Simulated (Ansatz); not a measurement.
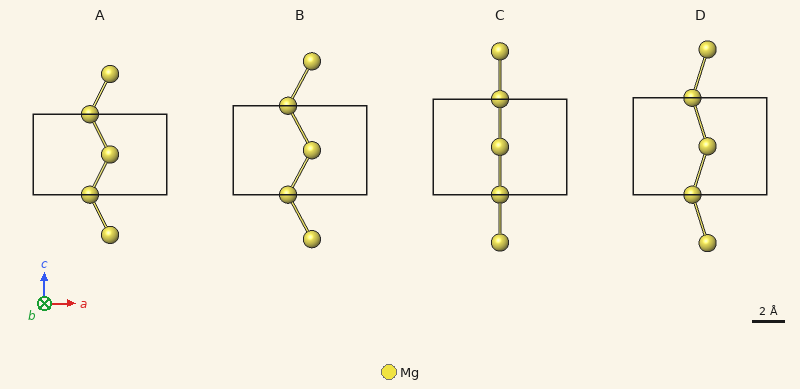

4 geometries from one relaxation of a wire of composition Mg, in shuffled order. Style: ball-and-stick. Shown: the cell of the calculation, with the vacuum cut short, along the b axis.

Case: zigzag chain of atoms.

These are results of DFT PBE, scalar-relativistic, plane waves, PAW in Ansatz 0.2.0, not measurements. Set-up: plane-wave cutoff 420 eV; k-point mesh 1 × 1 × 13; occupations gaussian; smearing width 0.05 eV; collinear spin; cell relaxed at fixed a, b, alpha, beta, gamma; force threshold 0.01 eV/Å; at most 45 steps.

Order the frames from highest to lowest energy.

Answer. A, B, D, C. They are steps 0, 4, 6, 14, at +0.211 eV per cell of the calculation, +0.101 eV per cell of the calculation, +73.7 meV per cell of the calculation relative to the last. The largest moves relative to the layer's centre, 0.65 Å, are those of Mg atoms. Along the periodic axis the drawn cell goes c 5.180 → 6.154 Å (+18.8 %). Near-neighbour distances that change, for instance: Mg–Mg 2.896 → 3.077 Å. Among the angles between lasting bonds that change: Mg–Mg–Mg 126.9° → 179.9°. Over 12 accepted moves (14 points after the start) the energy falls by 0.211 eV per cell of the calculation. The largest force component goes from 0.3 to 0.0007 eV/Å. At 2 points the geometry stayed and the basis and grid were re-selected for the new cell (energy shift of 4.2 meV per cell of the calculation at most each time). The program noted that the starting moments weren't kept.

Limits of the set-up: the k-point mesh is coarse for a cell with partly filled bands.
